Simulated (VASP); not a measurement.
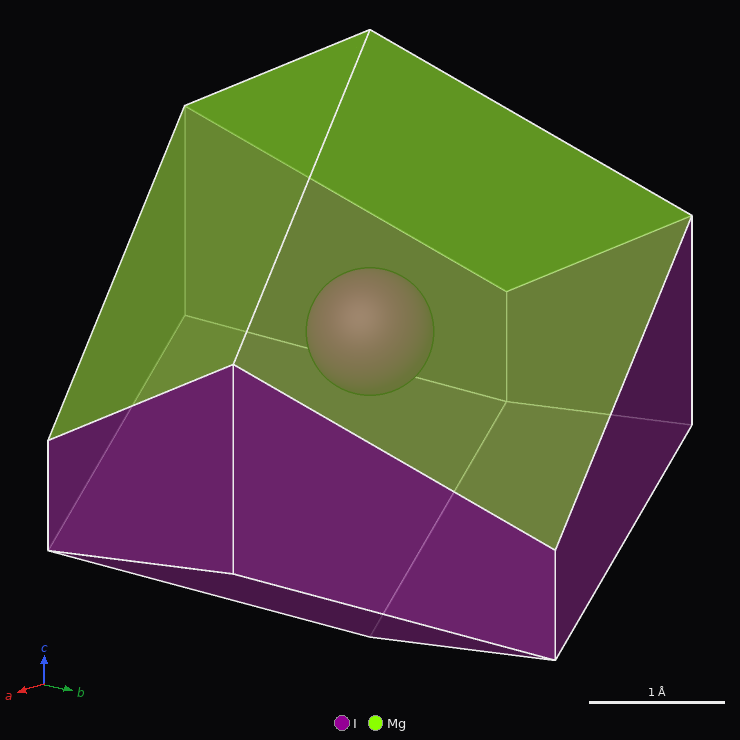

The polyhedron is the computed Voronoi (Dirichlet) cell of the central atom: each face lies in the plane that bisects the line to a neighbour. Central atom: I (2d) in MgI2; faces take the colour of the neighbour behind them. Origin: an entry of the Crystallography Open Database, as set up for an electronic-structure calculation.

MgI2, space group P-3m1 (No. 164), a = 4.140 Å, b = 4.140 Å, c = 6.880 Å, α = 90.00°, β = 90.00°, γ = 120.00°

```tsv
site	Wyckoff	x	y	z
I	2d	0.6667	0.3333	0.7500
Mg	1a	0.0000	0.0000	0.0000
```

> Give the Voronoi index ⟨n3,n4,n5,n6,…⟩ (numbers of faces with 3, 4, 5, 6 … edges).

12 faces, index ⟨0,12,0,0⟩: a twelve-faced cell of four-edged faces, as in close packing.

> What is the volume of this Voronoi cell?

38.3 Å³, against a mean of 34.0 Å³ per atom in this structure.
